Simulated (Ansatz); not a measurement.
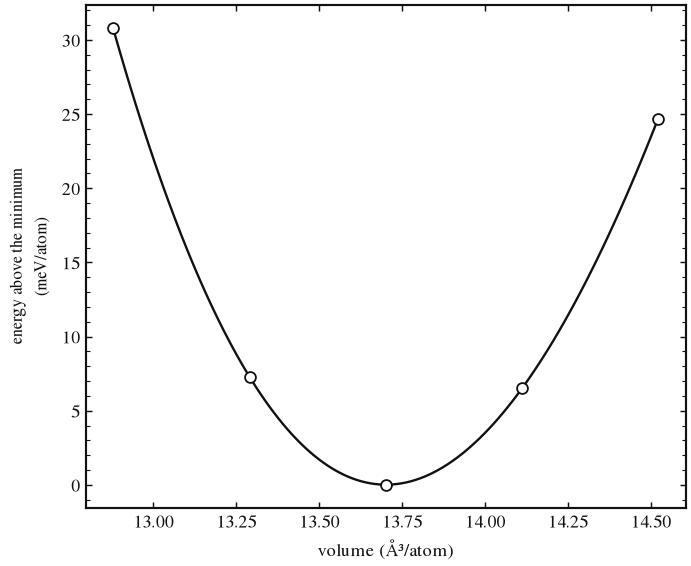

The plot gives the computed energy above the minimum against volume for Al₂Ru, space group Fddd (No. 70).

Structure:
```xyz
6
Lattice="0.0000 3.9876 4.3851 2.3506 0.0000 4.3851 2.3506 3.9876 0.0000" Properties=species:S:1:pos:R:3 pbc="T T T"
Al    1.1753    0.6296    2.1925
Al    1.1753    3.3580    2.1925
Al    2.3506    1.3642    4.3851
Al    2.3506    6.6111    4.3851
Ru    3.5259    5.9815    6.5776
Ru    2.3506    3.9876    4.3851
```

Calculation (Ansatz 0.2.0): third-order Birch-Murnaghan fit to density functional energies at scaled volumes of the given relaxed cell, shape and atoms relaxed at each volume; energies count from the fitted minimum; plane waves with PAW datasets, Γ-centred k mesh. Level: PBEsol, no spin polarisation.

wave cutoff 420 eV; k mesh 10×10×10; occupations Gaussian; smearing width 0.01 eV.

From this curve and the settings, what does the calculation give for the pressure and gap on the k mesh at the same points?

The pressure falls from 12.66 GPa at volume 12.879 Å³/atom to −9.15 GPa at 14.523 Å³/atom, and changes sign near 13.70 Å³/atom. The gap on the k mesh stays open and runs from 0.106 eV at volume 12.879 Å³/atom to 0.061 eV at 14.523 Å³/atom.

```tsv
volume (Å³/atom)	pressure (GPa)	gap on the k mesh (eV)
12.879	12.66	0.106
13.290	5.82	0.094
13.701	0.00	0.084
14.112	-4.94	0.073
14.523	-9.15	0.061
```

Caveats: a crossing between the sampled k points may be missed.
